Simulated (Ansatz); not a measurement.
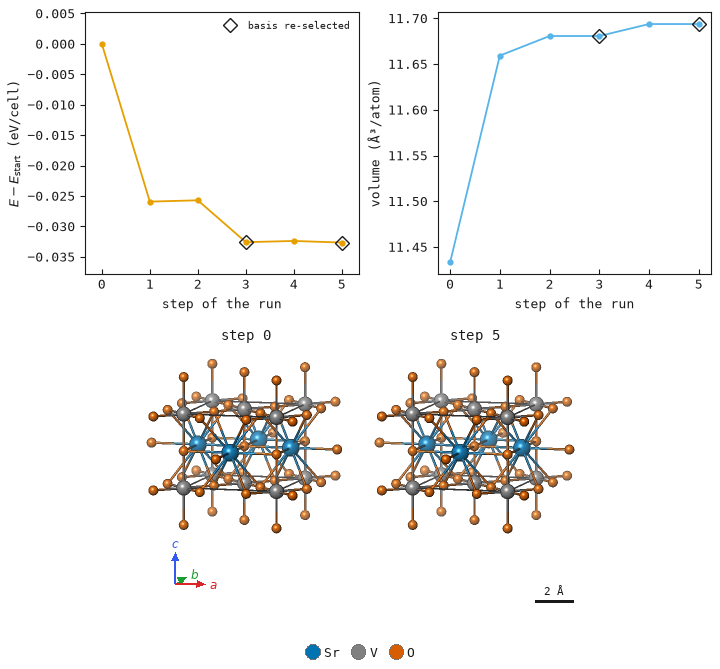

First and last geometry of a relaxation of crystalline SrVO₃ (set up in Cmmm), with the history of the run. The picture is a ball-and-stick view of the conventional cell (2 times the calculation's cell), seen slightly off an axis. Lengths and directions refer to the drawn axes.

Case: film's bulk on the substrate's plane, third vector and atoms relaxed.

Theory: Ansatz 0.2.0, DFT PBEsol, scalar-relativistic, plane waves, PAW.

Input
```yaml
crystal:
  lattice:
    - [3.9698693894, 0.0, 0.0]
    - [0.0, 5.6142431313, 0.0]
    - [0.0, 2.8071215657, 2.5648910576]
  atoms:
    - { symbol: Sr, position: [0.5, 0.5, 0.0] }
    - { symbol: V, position: [0.0, 0.0, 0.0], spin: 0.22 }
    - { symbol: O, position: [0.0, 0.5, 0.5] }
    - { symbol: O, position: [0.0, 0.0, 0.5] }
    - { symbol: O, position: [0.5, 0.0, 0.0] }
basis:
  ecutwfc: 420
kpoints:
  mp_grid: { grid: [9, 6, 13] }
hamiltonian:
  xc: pbesol
scf:
  occupations: { method: gaussian, width: 0.1 }
output:
  forces: true
  stress: true
  eigenvalues: true
  populations: true
magnetization:
  spin_polarized: true
relax:
  adjacent_minimum: "off"
  f_tol: 0.01
  max_steps: 50
  cell: { fix: [a, b, gamma], stress_tol: 0.1 }
```

Command:
```bash
ansatz run input.yaml --threads 4 --pin off --max-ram 10240MiB --backend cpu --events-out ev --progress --plain --runs-dir out
```

Q: Read the history and describe the run.

A: It converged. The energy falls by 32.6 meV per cell of the calculation in 3 accepted moves (5 points after the start). All forces vanish by symmetry, so only the cell relaxes. The pressure goes from −5.25 to −9.38 GPa. The SCF was repeated twice at an unchanged geometry on a basis and grid sized afresh for the cell, which shifted the energy by 6.9 meV per cell of the calculation at most. No atom moves by more than 0.005 Å relative to the cell. The volume changes by +2.3 %, with a 5.130 → 5.247 Å (+2.3 %), b unchanged at 5.614 Å, c unchanged at 3.970 Å. Among the contacts that change: Sr1–O5 2.565 → 2.623 Å, Sr1–V2 3.243 → 3.290 Å, V2–O3 1.901 → 1.922 Å, Sr1–O3 2.749 → 2.762 Å. The space group stays Cmmm (No. 65). The program noted that the starting moments weren't kept.

| step | E − E(0), meV/atom | pressure, GPa | volume, Å³/atom | note |
| --- | --- | --- | --- | --- |
| 0 | 0.00 | -5.25 | 11.433 |  |
| 1 | -5.18 | -9.04 | 11.659 |  |
| 2 | -5.14 | -9.38 | 11.681 |  |
| 3 | -6.52 | -9.18 | 11.681 | same geometry, new basis |
| 4 | -6.48 | -9.38 | 11.694 |  |
| 5 | -6.53 | -9.38 | 11.694 | same geometry, new basis |
